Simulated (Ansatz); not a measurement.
## Wannier-function calculation, with input and output: SnO (part 1 of 2)

SnO (4 atoms in the cell), computed with maximally localised Wannier functions of HSE06 bands, plane waves, PAW (Ansatz 0.2.0).

The structure derives from an entry of the Crystallography Open Database. The run did not end well. The geometry comes from this level: r2scan-rvv10. It belongs to a series of runs on one base structure; here: cation s and anion p, disentangled. Figures and captions count atoms from 1; the log counts them from 0 in places.

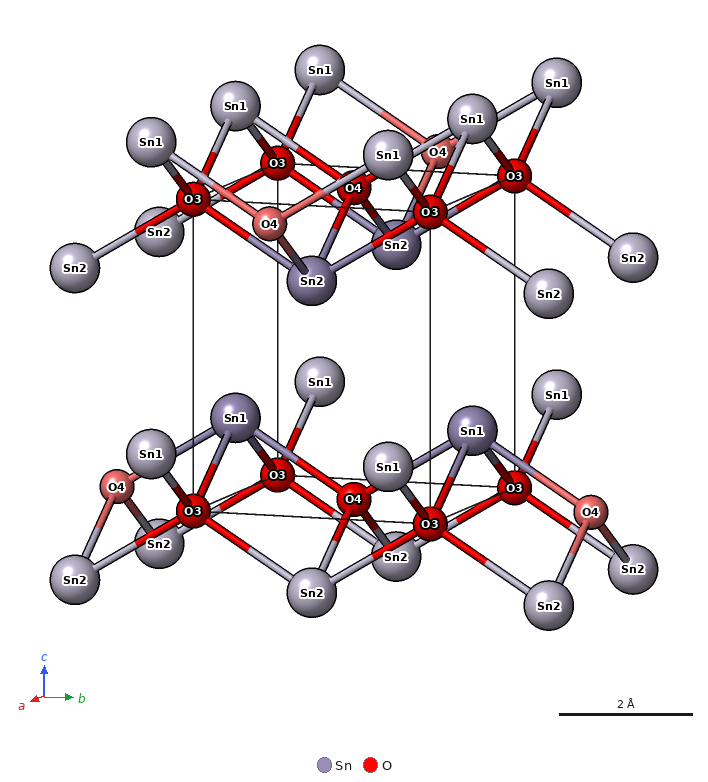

*The structure (ball-and-stick view of the cell of the calculation, seen slightly off an axis; neighbours outside the cell are drawn fainter; atoms are numbered from 1 in the order of the input). An atom can appear more than once, as a periodic image.*

The input
```yaml
crystal:
  lattice:
    - [3.7926488416, 0.0, 0.0]
    - [0.0, 3.7926488416, 0.0]
    - [0.0, 0.0, 4.7582137882]
  atoms:
    - { symbol: Sn, position: [0.5, 0.0, 0.2410340873] }
    - { symbol: Sn, position: [0.0, 0.5, 0.7589659127] }
    - { symbol: O, position: [0.0, 0.0, 0.0] }
    - { symbol: O, position: [0.5, 0.5, 0.0] }
kpoints:
  mp_grid: { grid: [4, 4, 4] }
  band_path:
    path:
      - [0.0, 0.0, 0.0]
      - [0.0, 0.5, 0.0]
      - [0.5, 0.5, 0.0]
      - [0.0, 0.0, 0.5]
      - [0.0, 0.5, 0.5]
      - [0.5, 0.5, 0.5]
      - [0.05, 0.05, 0.0]
    npoints: 1
hamiltonian:
  xc: hse06
scf:
  occupations: { method: fermi_dirac, width: 0.02 }
  n_extra_bands: 8
output:
  forces: false
  stress: false
  eigenvalues: true
  wannier:
    kmesh: [4, 4, 4]
    projections: [{ species: Sn, l: s, shell: 5 }, { species: O, l: p, shell: 2 }]
    minimise: true
    write_hr: true
    conv_tol: 1.0e-08
    max_iter: 3000
    disentanglement: { window: [0.21, 22.45], frozen_window: [3.21, 11.25] }
  write_density: true
  write_potential: true
  elf: true
  volumetric_format: npy
```

Command:
```bash
ansatz run input.yaml --threads 4 --pin off --max-ram 3686MiB --backend cpu --events-out ev --progress --plain --runs-dir out
```

Output
```
scf.n_extra_bands = 8 over 20 filled bands (N_el = 40.0): the run solves 28 bands
Engine: ansatz 0.2.0, aarch64-unknown-linux-gnu
Pseudopotentials: kind: paw
Pseudopotential: Sn, paw, valence charge 14, recommended cutoff 420 eV (normal), Sn.paw.azcp
Pseudopotential: O, paw, valence charge 6, recommended cutoff 420 eV (normal), O.paw.azcp
Functional definition: HSE06
  parameter a = 0.25
  parameter omega = 0.11/bohr
  exchange = pbe_x - a*pbe_x_sr(omega) + a*exact_x_sr(omega)
  correlation = pbe_c
Crystal: 4 atoms, lattice volume = 68.443 Å³
Basis set: ecut = 420 eV, 1335 PW (Γ)
Bands: 28, of which v1, the nominal top of the filled ones, is band 20 counted from 1 (19 counted from 0)
Symmetry: 16 space group operations
Space group: P4/nmm (ITA 129), of the structure as read, at distance tolerance 4.1e-5 Å
k-points: 18 of 64
Non-local potential: Sn, projectors of the file, l = 0: 2, l = 1: 2, l = 2: 2, l = 3: 2
Non-local potential: O, projectors of the file, l = 0: 2, l = 1: 2, l = 2: 1
PAW form: soft (Blöchl's): semilocal exchange-correlation on the pseudo side does not see the compensation charge
PAW frozen core: Sn, regenerated for the run's functional, and the local potential with it (the file was generated under x = pbe(κ = 0.804, μ = 0.2195149727645171), c = pbe(β = 0.06672455060314922))
PAW frozen core: O, regenerated for the run's functional, and the local potential with it (the file was generated under x = pbe(κ = 0.804, μ = 0.2195149727645171), c = pbe(β = 0.06672455060314922))
PAW one-centre angular grid: Sn, 590 points (default); XC on 64 Gauss nodes
PAW one-centre angular grid: O, 110 points (default); XC on 96 Gauss nodes
Initial density: superposition of atomic densities (neutral atoms: chi_scale 0, normalization atom), corrected by the library's trained network
Initial wavefunctions: pseudopotential atomic-orbital guess
Functional: x = pbe(κ = 0.804, μ = 0.2195149727645171), c = pbe(β = 0.06672455060314922), warm-up for x = pbe(κ = 0.804, μ = 0.2195149727645171) + 0.25 (exact − pbe) at short range (hse, ω = 0.20786987370883472 Å⁻¹), c = pbe(β = 0.06672455060314922); HSE06 as pw.x's `hse` composes it (authors' and Libxc's form: `xc: wpbeh`)
SCF iter   1: F=—  HF=-13183.319789 eV  |F-HF|=—  |Δ(HF+E_count)|=         —  Δρ=2.56e-3  dr2=1.39e-3  ethr=1.77e-3  ⟨swp⟩=11.6  Hψ=2326  notcnv=0
preconditioner: auto → none  [insulator: Δε(μ)=0.464 eV  Ē_g=20.350 eV  σ=0.020 eV  W_gap=0.51  n_scr=18 (ndim 8)  ℏωp=28.4 eV  f_vac=0.013  D(μ)=0.81/eV (n_scr^D=2)]
SCF iter   2: F=—  HF=-13183.321884 eV  |F-HF|=—  |Δ(HF+E_count)|=   2.09e-3  Δρ=1.33e-3  dr2=7.21e-4  ethr=3.47e-6  ⟨swp⟩=5.2  Hψ=1829  notcnv=0  defer=2
SCF iter   3: F=—  HF=-13183.322045 eV  |F-HF|=—  |Δ(HF+E_count)|=   1.61e-4  Δρ=9.53e-4  dr2=4.62e-4  ethr=1.80e-6  ⟨swp⟩=3.2  Hψ=1216  notcnv=0  defer=1
iter 4 solved again at ethr=1.92e-8 eV; its pass at ethr=1.15e-6 eV (dr2=7.67e-6 eV) is discarded
SCF iter   4: F=—  HF=-13183.322056 eV  |F-HF|=—  |Δ(HF+E_count)|=   1.06e-5  Δρ=1.20e-4  dr2=9.48e-6  ethr=1.92e-8  ⟨swp⟩=4.0  Hψ=2346  notcnv=0
eigensolver tolerance schedule calibrated: the retry pair's looser diagonalisation under-reported the residual by θ = 0.19 (0.11/decade); ethr = c·dr2/N_el runs at the constant in force after the calibration composes with the one it found (an armed cap, an earlier calibration), c = 8.7e-2
SCF iter   5: F=—  HF=-13183.322053 eV  |F-HF|=—  |Δ(HF+E_count)|=   2.11e-6  Δρ=5.03e-5  dr2=1.06e-6  ethr=1.92e-8  ⟨swp⟩=3.0  Hψ=1049  notcnv=0
SCF iter   6: F=—  HF=-13183.322055 eV  |F-HF|=—  |Δ(HF+E_count)|=   1.36e-6  Δρ=1.51e-5  dr2=7.68e-8  ethr=2.29e-9  ⟨swp⟩=4.0  Hψ=1272  notcnv=0
SCF iter   7: F=—  HF=-13183.322055 eV  |F-HF|=—  |Δ(HF+E_count)|=   1.97e-7  Δρ=2.13e-6  dr2=1.49e-9  ethr=1.66e-10  ⟨swp⟩=3.1  Hψ=1148  notcnv=0
SCF iter   8: F=—  HF=-13183.322055 eV  |F-HF|=—  |Δ(HF+E_count)|=  1.09e-10  Δρ=1.19e-6  dr2=6.63e-10  ethr=3.22e-12  ⟨swp⟩=4.0  Hψ=1392  notcnv=0
SCF iter   9: F=-13183.322055 eV  HF=-13183.322055 eV  |F-HF|=1.09e-10  |Δ(HF+E_count)|=  3.58e-10  Δρ=4.18e-7  dr2=8.38e-11  ethr=1.44e-12  ⟨swp⟩=3.1  Hψ=1070  notcnv=0
SCF 1 converged in 9 iterations: F = -13183.322055 eV  dr2 = 8.38e-11
  greatest PAW one-centre occupation: 0.993 electrons in one spin orbital (limit 2), on the Sn atom at site 1 (counted from 0), in its partial waves of l = 2
Initial density: handed on by an earlier stage of this run
Initial wavefunctions: those handed on with the density
Functional: x = pbe(κ = 0.804, μ = 0.2195149727645171) + 0.25 (exact − pbe) at short range (hse, ω = 0.20786987370883472 Å⁻¹), c = pbe(β = 0.06672455060314922); HSE06 as pw.x's `hse` composes it (authors' and Libxc's form: `xc: wpbeh`)
Exchange kernel: α = 0.2500, screened, ω = 0.2079 Å⁻¹, Wigner–Seitz truncation, v(0) = 1034.1324 eV·Å³, q-mesh 4×4×4, nearest image of the exchange supercell L = 15.17 Å, pair-density grid 20×20×24, without the augmentation charges, whose exchange is taken in its separable form by FFT convolution over the k-point mesh (sized by the pseudopotential files, 25×25×36 at the most), smooth part of the exact exchange by density-matrix convolution
Frozen-core exchange: fock
iter 1 solved again at ethr=1.02e-4 eV; its pass at ethr=1.00e-1 eV (dr2=4.71e-2 eV) is discarded
SCF iter   1: F=—  HF=-13190.897845 eV  |F-HF|=—  |Δ(HF+E_count)|=         —  Δρ=8.53e-3  dr2=4.90e-2  ethr=1.02e-4  ⟨swp⟩=4.4  Hψ=2723  notcnv=0
preconditioner: auto → none  [insulator: Δε(μ)=0.197 eV  Ē_g=22.854 eV  σ=0.020 eV  W_gap=0.98  n_scr=18 (ndim 8)  ℏωp=28.4 eV  f_vac=0.013  D(μ)=0.03/eV (n_scr^D=0)]
SCF iter   2: F=—  HF=-13190.901670 eV  |F-HF|=—  |Δ(HF+E_count)|=   3.82e-3  Δρ=6.02e-3  dr2=1.13e-2  ethr=9.80e-5  ⟨swp⟩=3.9  Hψ=1325  notcnv=0
SCF iter   3: F=—  HF=-13190.899384 eV  |F-HF|=—  |Δ(HF+E_count)|=   2.29e-3  Δρ=2.02e-3  dr2=1.54e-3  ethr=2.36e-5  ⟨swp⟩=3.0  Hψ=1097  notcnv=0
SCF iter   4: F=—  HF=-13190.899060 eV  |F-HF|=—  |Δ(HF+E_count)|=   3.25e-4  Δρ=6.11e-4  dr2=2.96e-4  ethr=3.28e-6  ⟨swp⟩=3.0  Hψ=1249  notcnv=0
SCF iter   5: F=—  HF=-13190.898968 eV  |F-HF|=—  |Δ(HF+E_count)|=   9.21e-5  Δρ=1.32e-4  dr2=2.11e-5  ethr=6.33e-7  ⟨swp⟩=3.1  Hψ=1157  notcnv=0
SCF iter   6: F=-13190.898961 eV  HF=-13190.898961 eV  |F-HF|=6.04e-7  |Δ(HF+E_count)|=   6.38e-6  Δρ=2.82e-5  dr2=7.70e-7  ethr=4.45e-8  ⟨swp⟩=3.1  Hψ=961  notcnv=0
SCF 2 stopped early in 6 iterations: F = -13190.898961 eV  dr2 = 7.70e-7
  greatest PAW one-centre occupation: 0.994 electrons in one spin orbital (limit 2), on the Sn atom at site 1 (counted from 0), in its partial waves of l = 2
hybrid outer 1: dexx = +1.819e-2 eV, tail = 9.49e-5 eV
Exchange kernel: α = 0.2500, screened, ω = 0.2079 Å⁻¹, Wigner–Seitz truncation, v(0) = 1034.1324 eV·Å³, q-mesh 4×4×4, nearest image of the exchange supercell L = 15.17 Å, pair-density grid 20×20×24, without the augmentation charges, whose exchange is taken in its separable form by FFT convolution over the k-point mesh (sized by the pseudopotential files, 25×25×36 at the most), smooth part of the exact exchange by density-matrix convolution
Frozen-core exchange: fock
SCF iter   1: F=—  HF=-13190.898553 eV  |F-HF|=—  |Δ(HF+E_count)|=         —  Δρ=7.03e-5  dr2=2.79e-6  ethr=1.19e-6  ⟨swp⟩=4.2  Hψ=1187  notcnv=0
preconditioner: auto → none  [insulator: Δε(μ)=0.239 eV  Ē_g=22.831 eV  σ=0.020 eV  W_gap=0.99  n_scr=18 (ndim 8)  ℏωp=28.4 eV  f_vac=0.013  D(μ)=0.01/eV (n_scr^D=0)]
SCF iter   2: F=—  HF=-13190.898555 eV  |F-HF|=—  |Δ(HF+E_count)|=   1.60e-6  Δρ=4.71e-5  dr2=1.01e-6  ethr=6.60e-9  ⟨swp⟩=4.0  Hψ=1326  notcnv=0
SCF iter   3: F=—  HF=-13190.898555 eV  |F-HF|=—  |Δ(HF+E_count)|=   5.62e-8  Δρ=1.85e-5  dr2=1.04e-7  ethr=2.41e-9  ⟨swp⟩=2.4  Hψ=879  notcnv=0
SCF iter   4: F=-13190.898555 eV  HF=-13190.898555 eV  |F-HF|=1.73e-8  |Δ(HF+E_count)|=   1.03e-8  Δρ=5.44e-6  dr2=1.90e-8  ethr=2.58e-10  ⟨swp⟩=4.1  Hψ=1362  notcnv=0  defer=1
SCF 3 converged in 4 iterations: F = -13190.898555 eV  dr2 = 1.90e-8
```

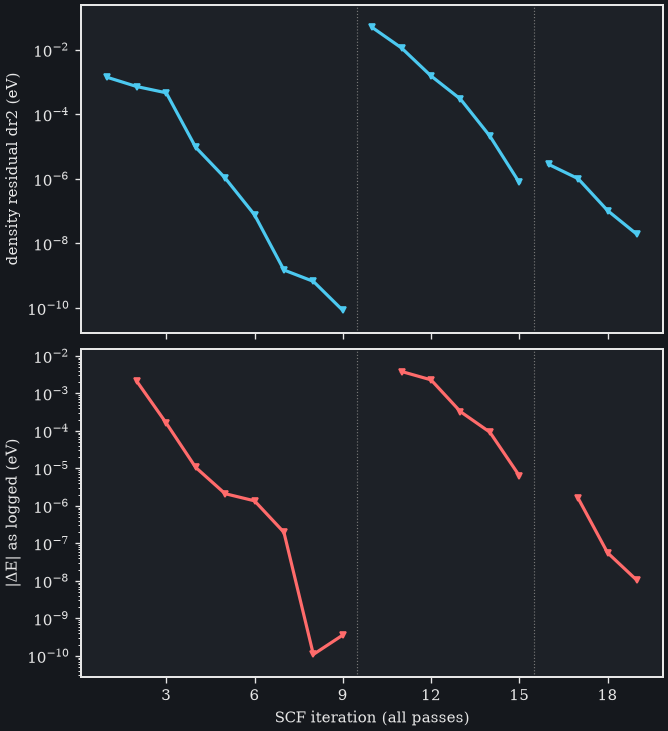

*Convergence of the self-consistent field: density residual dr2 and size of the energy change against the SCF iteration. The run starts with a semilocal functional; after that each stretch between dotted lines is one SCF of the hybrid functional between two exact rebuilds of the exchange operator by the outer loop. Early passes are stopped at a loose threshold.*

The passes take 9, 6 and 4 iterations.

```
hybrid outer 2: dexx = +1.035e-6 eV, tail = 6.22e-8 eV, Δε = 4.19e-3 eV (about 1.73e-4 eV left of the loop's levels)
NSCF: frozen V_eff on 7 k-points
NSCF: frozen V_eff on 22 k-points
the Wannier pass solved 22 of the 64 points of its mesh, and has the states at the others by symmetry: states obtained by the crystal's operations at points that were solved too leave a residual of 8.81e-14 eV (read by the count's bands and the next), within 6.67e-6 eV
NSCF: frozen V_eff on 22 k-points
the Wannier pass solved 22 of the 64 points of its mesh, and has the states at the others by symmetry: states obtained by the crystal's operations at points that were solved too leave a residual of 8.62e-13 eV (read by the count's bands and the next), within 6.67e-6 eV
hybrid SCF converged: 2 outer / 10 inner (+9 warm-up), last move |dexx| = 1.03e-6 eV, tail = 6.22e-8 eV
Stability not checked: this state was not tested for a lower state beside it, because the functional holds exact exchange (a hybrid, or Hartree-Fock), whose exchange loop this test does not read (fock_operator; see scf.lower_state_search)
Free energy (F): -13190.898555 eV
Frozen-core exchange: fock
Harris-Foulkes:  -13190.898555 eV  (|F-HF|=1.73e-8)
Internal energy: -13190.898524 eV  (E = F + TS)
E sigma→0 (E₀):  -13190.898539 eV
Entropy (-TS):   -0.000031 eV (-0.008 meV/atom)
Fermi energy:    10.319594 eV
```
